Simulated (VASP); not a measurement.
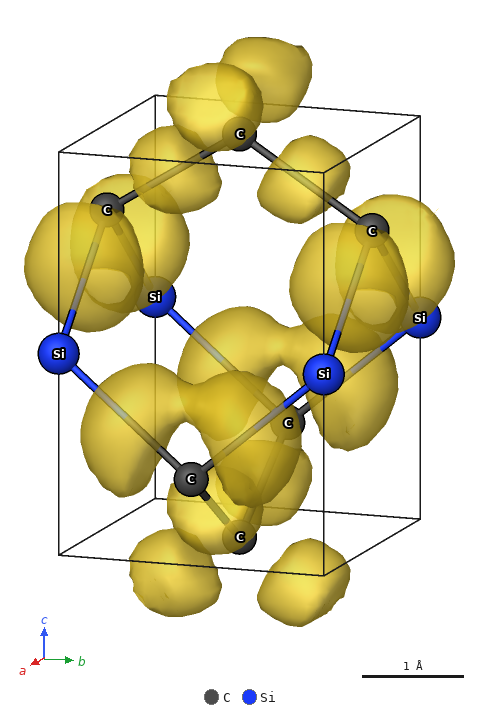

Figure. SiC₃. Isosurface of the electron localisation function at 0.75 (yellow), seen slightly off an axis. Only the valence region is drawn (cores and ρ < 0.01 e/Å³ removed). Sticks mark near contacts.

Space group P-4m2; a generated structure, not necessarily the stable one; not relaxed (largest force 0.3 eV/Å); computed pressure about 3 GPa in this cell.

Method: Kohn-Sham DFT of a periodic cell, PBE, VASP PAW PBE potentials, recommended in VASP 6.6.1.

```cif
data_structure
_symmetry_space_group_name_H-M 'P 1'
_symmetry_Int_Tables_number 1
_cell_length_a 2.7964
_cell_length_b 2.7964
_cell_length_c 4.0900
_cell_angle_alpha 90.000
_cell_angle_beta 90.000
_cell_angle_gamma 90.000
_cell_volume 31.98
loop_
_atom_site_label
_atom_site_type_symbol
_atom_site_fract_x
_atom_site_fract_y
_atom_site_fract_z
_atom_site_occupancy
C1 C 0.50000 0.00000 0.78627 1
C2 C 0.50000 0.50000 0.00000 1
C3 C 0.00000 0.50000 0.21373 1
Si1 Si 0.00000 0.00000 0.50000 1
```

Q: Describe the localisation domains.

A: The ELF exceeds this value in four regions between bonded C–C atoms (shared pairs) and two regions on C in which the atom's valence shell and bonds are merged, counted in one cell of 4 atoms. Any copies at cell faces, edges or corners count once.

Values along the shortest contacts:
C–C (1.65 Å): the ELF peaks at about 0.95 between the atoms (localised, covalent bonding). Si–C (1.82 Å): the ELF peaks at about 0.95 between the atoms (a shared electron pair).

Q: Does the calculation give a band gap?

A: It is gapped, with a Kohn–Sham gap of 1.4 eV on the k-point mesh (the band edges may lie off the mesh, which would make the gap smaller).
